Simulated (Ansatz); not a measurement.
```cif
data_structure
_symmetry_space_group_name_H-M 'P 1'
_symmetry_Int_Tables_number 1
_cell_length_a 3.1879
_cell_length_b 3.1879
_cell_length_c 14.8137
_cell_angle_alpha 90.000
_cell_angle_beta 90.000
_cell_angle_gamma 120.000
_cell_volume 130.38
loop_
_atom_site_label
_atom_site_type_symbol
_atom_site_fract_x
_atom_site_fract_y
_atom_site_fract_z
_atom_site_occupancy
W1 W 0.33333 0.66667 0.25000 1
W2 W 0.66667 0.33333 0.75000 1
S1 S 0.33333 0.66667 0.64394 1
S2 S 0.66667 0.33333 0.14394 1
S3 S 0.33333 0.66667 0.85606 1
S4 S 0.66667 0.33333 0.35606 1
```

Space group P6₃/mmc.

Computed with DFT PBE, scalar-relativistic, plane waves, PAW in Ansatz 0.2.0.

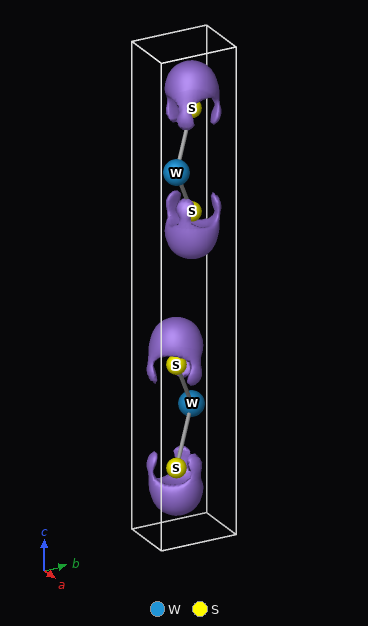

WS₂. Isosurface of the electron localisation function at 0.85 (purple), seen slightly off an axis. Only the valence region is drawn (cores and ρ < 0.01 e/Å³ removed). Sticks mark near contacts.

In a PAW calculation such maps are meaningful between the atoms, not at the nuclei.

Describe the localisation domains.

The surface consists of four lobes on S, pointing away from the bonds (lone pairs), counted in one cell of 6 atoms. Any copies at cell faces, edges or corners count once.

Values along the shortest contacts:
W–S (2.42 Å): the ELF peaks at about 0.85 in the valence shell of S, 0.8 Å from its nucleus, and is about 0.50 at the midpoint.

Metal or insulator at this level of theory?

It is gapped, with a Kohn–Sham gap of 1.6 eV on the k-point mesh, an upper bound to the gap of this method.
